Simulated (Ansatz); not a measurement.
# Calculations on LiCl and related structures

## 1. Relaxation

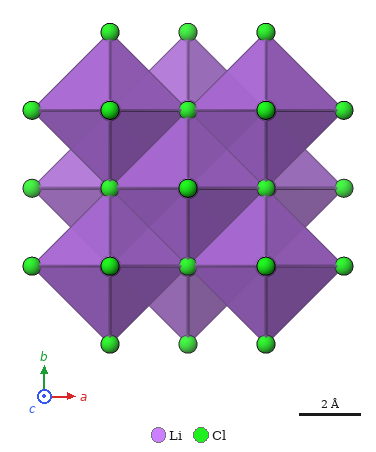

This is the input geometry for a relaxation of a crystal of LiCl (set up in Fm-3m). A polyhedral model of the conventional cell (4 times the calculation's cell), seen along the c axis. Lengths and directions refer to the drawn axes.

The calculation used DFT PBEsol, scalar-relativistic, plane waves, PAW (Ansatz 0.2.0).

The input:
```yaml
crystal:
  lattice:
    - [0.0, 2.56476, 2.56476]
    - [2.56476, 0.0, 2.56476]
    - [2.56476, 2.56476, 0.0]
  atoms:
    - { symbol: Li, position: [0.0, 0.0, 0.0] }
    - { symbol: Cl, position: [0.5, 0.5, 0.5] }
basis:
  ecutwfc: 420
kpoints:
  mp_grid: { grid: [8, 8, 8] }
hamiltonian:
  xc: pbesol
scf:
  occupations: { method: gaussian, width: 0.02 }
output:
  forces: true
  stress: true
  eigenvalues: true
  write_density: true
  write_potential: true
  elf: true
  volumetric_format: npy
relax:
  adjacent_minimum: "off"
  f_tol: 0.005
  max_steps: 80
  cell: { stress_tol: 0.05 }
```

Command:
```bash
ansatz run input.yaml --threads 4 --pin off --max-ram 9216MiB --backend cpu --events-out ev --progress --plain --runs-dir out
```

**Predict the outcome.**

The atoms keep their places relative to the cell (all moves are under 0.005 Å). The drawn cell changes as follows: a = b = c 5.130 → 5.063 Å (−1.3 %); the volume changes by −3.9 %. Some distances before and after: Li1–Cl2 2.565 → 2.531 Å. The space group stays Fm-3m (No. 225). After 2 accepted moves (3 points after the start) the energy has fallen by 5.1 meV per cell of the calculation. All forces vanish by symmetry, so only the cell relaxes. Pressure: −1.24 GPa at the start and 0.03 GPa at the end. The SCF was repeated once at an unchanged geometry on a basis and grid sized afresh for the cell, which shifted the energy by less than 0.05 meV per cell of the calculation at most. The run took 2.1 s on 4 threads of Arm Neoverse N1 (shared host), peak memory 0.29 GiB.

The end point in the same view:

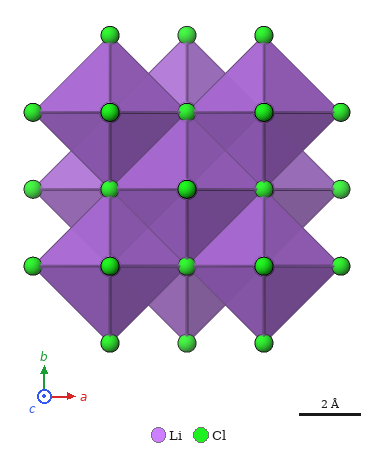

## 2. Relaxation

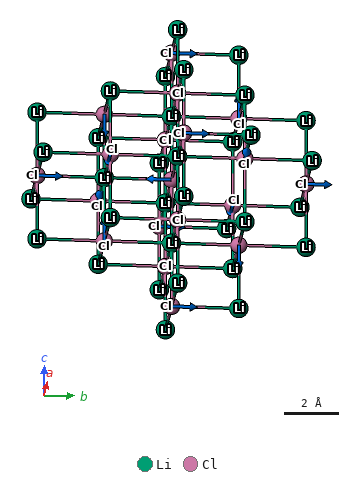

This is a relaxation of a defect cell of composition Li₇Cl₈ (cell charge −1). The starting structure is drawn; blue arrows show the displacements, magnified 20 times.

The picture is a ball-and-stick view of the atoms within 5.8 Å of the atom that moves most (axes of the conventional cell (4 times the calculation's cell)), seen from a free direction. Lengths and directions refer to the drawn axes.

Case: Li vacancy, atoms relaxed.

These are results of Ansatz, DFT PBEsol, scalar-relativistic, plane waves, PAW, not measurements.

Input
```yaml
crystal:
  lattice:
    - [0.0, 5.0628218036, -5.0628218036]
    - [5.0628218036, 5.0628218036, 0.0]
    - [5.0628218036, 0.0, -5.0628218036]
  atoms:
    - { symbol: Li, position: [0.5, 0.0, 0.0] }
    - { symbol: Li, position: [1.0, 0.5, 0.0] }
    - { symbol: Li, position: [1.0, 0.0, 0.0] }
    - { symbol: Li, position: [0.5, 0.5, 0.5] }
    - { symbol: Li, position: [0.5, 0.0, 0.5] }
    - { symbol: Li, position: [1.0, 0.5, 0.5] }
    - { symbol: Li, position: [1.0, 0.0, 0.5] }
    - { symbol: Cl, position: [0.25, 0.75, 0.25] }
    - { symbol: Cl, position: [0.25, 0.25, 0.25] }
    - { symbol: Cl, position: [0.75, 0.75, 0.25] }
    - { symbol: Cl, position: [0.75, 0.25, 0.25] }
    - { symbol: Cl, position: [0.25, 0.75, 0.75] }
    - { symbol: Cl, position: [0.25, 0.25, 0.75] }
    - { symbol: Cl, position: [0.75, 0.75, 0.75] }
    - { symbol: Cl, position: [0.75, 0.25, 0.75] }
total_charge: -1
basis:
  ecutwfc: 420
kpoints:
  mp_grid: { grid: [4, 4, 4] }
hamiltonian:
  xc: pbesol
scf:
  occupations: { method: gaussian, width: 0.05 }
output:
  forces: true
  stress: true
  eigenvalues: true
relax:
  adjacent_minimum: "off"
  f_tol: 0.02
  max_steps: 50
```

Command:
```bash
ansatz run input.yaml --threads 4 --pin off --max-ram 9216MiB --backend cpu --events-out ev --progress --plain --runs-dir out
```

Atoms of which element are displaced furthest, and by how much?

Chlorine: up to 0.050 Å, against 0.000 Å for lithium.

What did the optimiser do to the structure, and how much energy did it gain?

The largest moves, 0.050 Å, are those of Cl8, Cl9, Cl11, Cl12, Cl14 and Cl15. Cl9 goes along −b. Li stays in place. The cell doesn't change. Some distances before and after: Li7–Cl11 2.531 → 2.481 Å. Bond angles that change, for instance: Cl9–Li5–Cl12 90.0° → 87.7°, Cl9–Li5–Cl11 90.0° → 92.3°, Li1–Cl8–Li6 180.0° → 177.7°. Over 2 accepted moves (3 points after the start) the energy falls by 30.3 meV per cell of the calculation. The largest force component goes from 0.22 to 0.018 eV/Å. 1 step only repeated the SCF at the same geometry. The run took 15 s on 4 threads of Arm Neoverse N1, on a shared host, peak memory 0.7 GiB.

Limits of the set-up: the periodic images lie only 7.2 Å apart, so the values are limited by the cell's size; the cell is charged, on a uniform background, and energies carry no finite-size correction.

## 3. Path

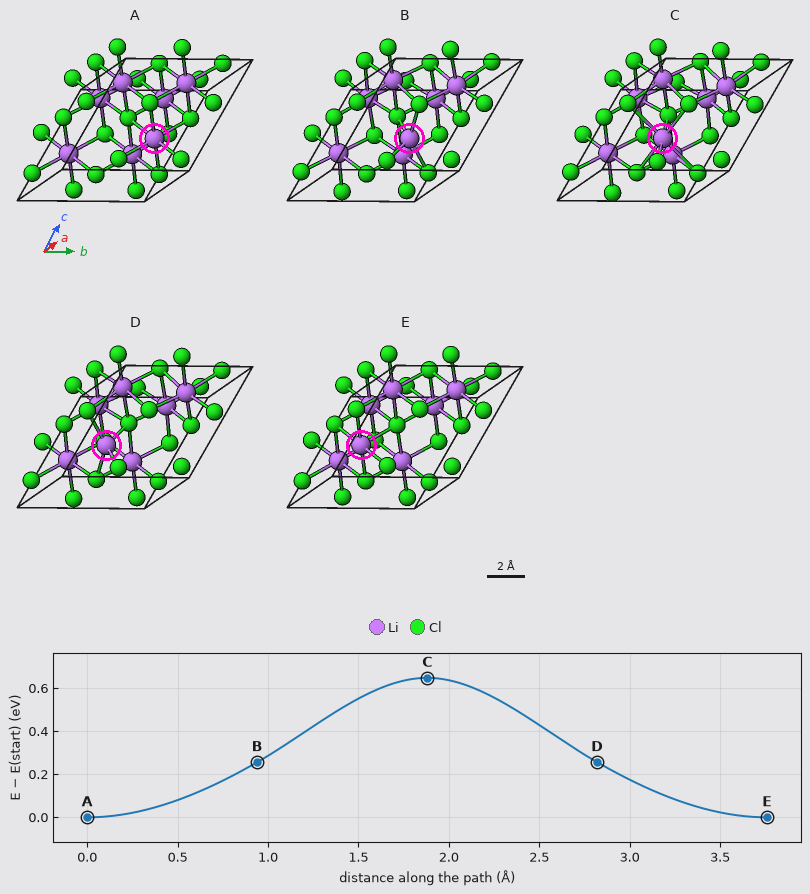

NEB run on a defect cell of composition Li7Cl8 (cell charge −1) with a Li vacancy (15 atoms in the cell). Images are numbered from 0 (start) to 4 (end). Frames A to E are images 0, 1, 2, 3, 4. The picture is a ball-and-stick view of the reduced simulation cell (origin moved), seen from a free direction. The moving atom is ringed, with any periodic copies. Lengths and directions refer to the drawn axes. Bonds to atoms that aren't drawn are left out.

Theory: Ansatz 0.2.0, DFT PBEsol, scalar-relativistic, plane waves, PAW.

Input file:
```yaml
crystal:
  lattice:
    - [0.0, 5.0628218036, -5.0628218036]
    - [5.0628218036, 5.0628218036, 0.0]
    - [5.0628218036, 0.0, -5.0628218036]
  atoms:
    - { symbol: Li, position: [0.5, 0.0, 0.0] }
    - { symbol: Li, position: [1.0, 0.5, 0.0] }
    - { symbol: Li, position: [1.0, 0.0, 0.0] }
    - { symbol: Li, position: [0.5, 0.5, 0.5] }
    - { symbol: Li, position: [0.5, 0.0, 0.5] }
    - { symbol: Li, position: [1.0, 0.5, 0.5] }
    - { symbol: Li, position: [1.0, 0.0, 0.5] }
    - { symbol: Cl, position: [0.2450308693, 0.7549691307, 0.2549691307] }
    - { symbol: Cl, position: [0.2450308693, 0.2450308693, 0.2549691307] }
    - { symbol: Cl, position: [0.75, 0.75, 0.25] }
    - { symbol: Cl, position: [0.7549691307, 0.2450308693, 0.2549691307] }
    - { symbol: Cl, position: [0.2450308693, 0.7549691307, 0.7450308693] }
    - { symbol: Cl, position: [0.25, 0.25, 0.75] }
    - { symbol: Cl, position: [0.7549691307, 0.7549691307, 0.7450308693] }
    - { symbol: Cl, position: [0.7549691307, 0.2450308693, 0.7450308693] }
total_charge: -1
basis:
  ecutwfc: 420
kpoints:
  mp_grid: { grid: [4, 4, 4] }
hamiltonian:
  xc: pbesol
scf:
  occupations: { method: gaussian, width: 0.05 }
output:
  forces: true
neb:
  images: 3
  f_tol: 0.05
  max_iterations: 5
  order_check: false
  final_atoms:
    - { symbol: Li, position: [0.5, -0.5, 0.0] }
    - { symbol: Li, position: [1.0, 0.5, 0.0] }
    - { symbol: Li, position: [1.0, 0.0, 0.0] }
    - { symbol: Li, position: [0.5, 0.5, 0.5] }
    - { symbol: Li, position: [0.5, 0.0, 0.5] }
    - { symbol: Li, position: [1.0, 0.5, 0.5] }
    - { symbol: Li, position: [1.0, 0.0, 0.5] }
    - { symbol: Cl, position: [0.2450307279, 0.7450307279, 0.2549692721] }
    - { symbol: Cl, position: [0.2450307279, 0.2549692721, 0.2549692721] }
    - { symbol: Cl, position: [0.7549692721, 0.7450307279, 0.2549692721] }
    - { symbol: Cl, position: [0.75, 0.25, 0.25] }
    - { symbol: Cl, position: [0.25, 0.75, 0.75] }
    - { symbol: Cl, position: [0.2450307279, 0.2549692721, 0.7450307279] }
    - { symbol: Cl, position: [0.7549692721, 0.7450307279, 0.7450307279] }
    - { symbol: Cl, position: [0.7549692721, 0.2549692721, 0.7450307279] }
```

Launched with:
```bash
ansatz run input.yaml --threads 4 --pin off --max-ram 9216MiB --backend cpu --events-out ev --progress --plain --runs-dir out
```

Q: Describe the mechanism and the energy profile.

A: It is a vacancy jump: a nearby atom moves into the empty site and leaves its own site empty. A Li atom travels furthest, 3.58 Å from end to end, along −b, on a straight line. At the highest image its nearest neighbour (Cl) is 2.10 Å away, against 2.53 Å at the start, and the surrounding atoms stand up to 0.27 Å off the mean of their end positions. The two ends have the same energy, and the highest point, image 2, lies 0.65 eV above the start. The band converged in 5 iterations. The largest component of the band force went from 2.6 to 0.014 eV/Å. The climbing image converged on the top of the path. Its curvatures weren't checked.

Limits of the set-up: the periodic images lie only 7.2 Å apart, so the values are limited by the cell's size; the cell is charged, on a uniform background, and energies carry no finite-size correction.

The run took 5.8 min on 4 threads of Arm Neoverse N1, on a shared host, peak memory 1.8 GiB.
